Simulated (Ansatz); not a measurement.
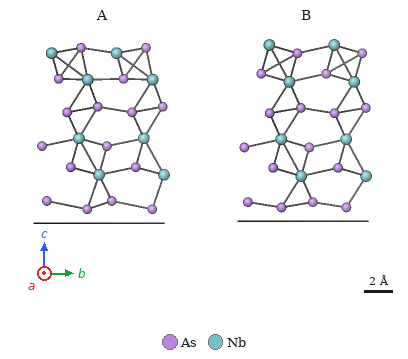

Two geometries of a slab of composition NbAs2 (cut from the C2/m phase), drawn at one scale. One is the start of a relaxation, the other its converged end. Style: ball-and-stick. Shown: the 2 × 2 repeat of the cell, outlined in the plane, without the vacuum, along the a axis.

Level of theory: DFT PBEsol, scalar-relativistic, plane waves, PAW in Ansatz 0.2.0. (plane-wave cutoff 420 eV; k-point mesh 11 × 8 × 1; occupations gaussian; smearing width 0.1 eV; no spin polarisation; dipole correction; atoms relaxed in a fixed cell; force threshold 0.02 eV/Å; at most 60 steps)

Which geometry has the lower energy?

Structure A is the relaxed one. Case: (0 0 1) slab, atoms relaxed. The slab is the (0 0 1) face of NbAs2. After 11 accepted moves (13 points after the start) the energy has fallen by 1.071 eV per cell of the calculation. Largest force component: 1.4 eV/Å at the start, 0.017 eV/Å at the end. The line search rejected the trial step at point 9 of the run. 1 step only repeated the SCF at the same geometry. The atom that moves furthest relative to the layer's centre is a Nb atom (1.14 Å at 59° to the normal (−c side)). Largest moves by element: Nb 1.14 Å, As 0.97 Å. The cell stays as it was. Some distances before and after: Nb–Nb 4.504 → 3.280 Å, As–As 3.044 → 4.143 Å, As–As 2.450 → 2.966 Å, As–As 3.359 → 3.003 Å. Among the angles between lasting bonds that change: Nb–Nb–As 105.9° → 152.2°, As–Nb–As 68.1° → 107.6°, Nb–As–Nb 111.9° → 73.5°.
